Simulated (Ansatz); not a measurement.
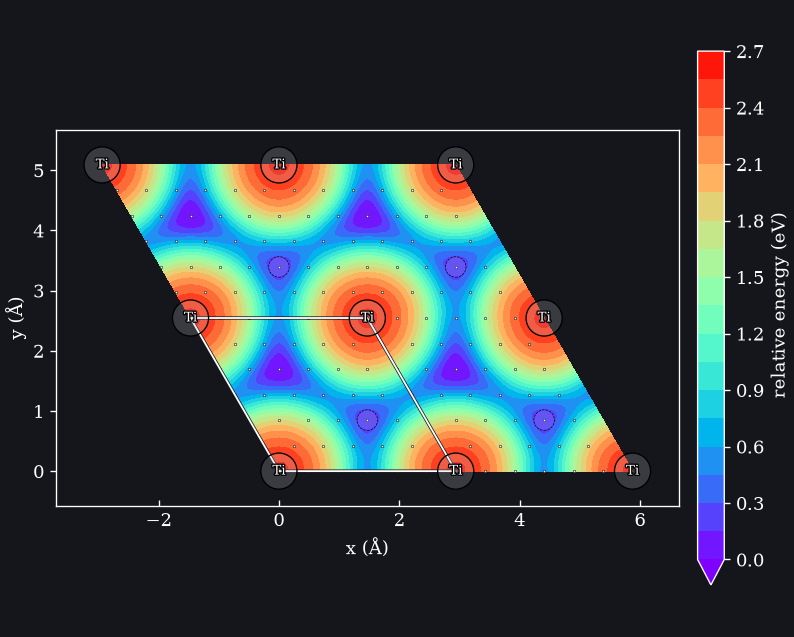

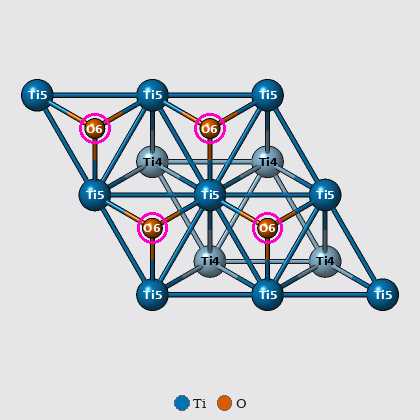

Energy landscape of O on a Ti(001) slab cut from the P6_3/mmc phase, its upper half relaxed before the scan (5 atoms of substrate and one adsorbate in a 1 × 1 cell). O is moved over the surface cell; relaxed at each place: the height of the adsorbate's atoms; substrate rigid; the origin of the map has the adsorbate above Ti5. Places are given modulo a cell vector. The map is drawn in real space over the plane of the surface. Grid: 6 × 6 points; 10 points were computed and 26 follow by symmetry. All energies are given in eV relative to the lowest grid point. With one adsorbate in each 1 × 1 cell, its nearest image is 2.9 Å away, so neighbouring adsorbates interact. The runs have no spin polarisation; a magnetic state may lie lower. Method: DFT PBE, scalar-relativistic, plane waves, PAW in Ansatz. Settings: cutoff 420 eV, k-mesh 9×9×1, gaussian smearing 0.1 eV, no spin polarisation.

Drawn: filled contours, dots at the grid points, labelled circles for the atoms of the top layer and small ones for the second layer, the outline of one cell of the 2 × 2 shown. Between grid points the surface is interpolated. The second picture is the structure at the lowest point; rings mark the moved atoms.

Summarise what can be read from the map.

The lowest grid point is at a threefold hollow, (2/6, 4/6) of the cell vectors. A higher local minimum lies near a threefold hollow over a second-layer Ti atom, (4/6, 2/6) of the cell vectors (0.18 eV above the lowest at that grid point). The highest grid point, the top site over a surface Ti atom, (0/6, 0/6) of the cell vectors, lies 2.58 eV above the lowest. On the interpolated surface the easiest way out of the lowest well to the well at a threefold hollow over a second-layer Ti atom, (4/6, 2/6) of the cell vectors passes a barrier of about 0.58 eV. At the lowest point the adsorbate has 3 Ti at 1.92 Å as nearest neighbours, at the highest 1 Ti at 1.61 Å. Its relaxed height above the top atom is 0.91 Å at the lowest and 1.61 Å at the highest point.

Time for the 10 points that were run: 25 min on 1 thread of Arm Neoverse V1, with other jobs on the host.

PAW datasets: the set soft_1.
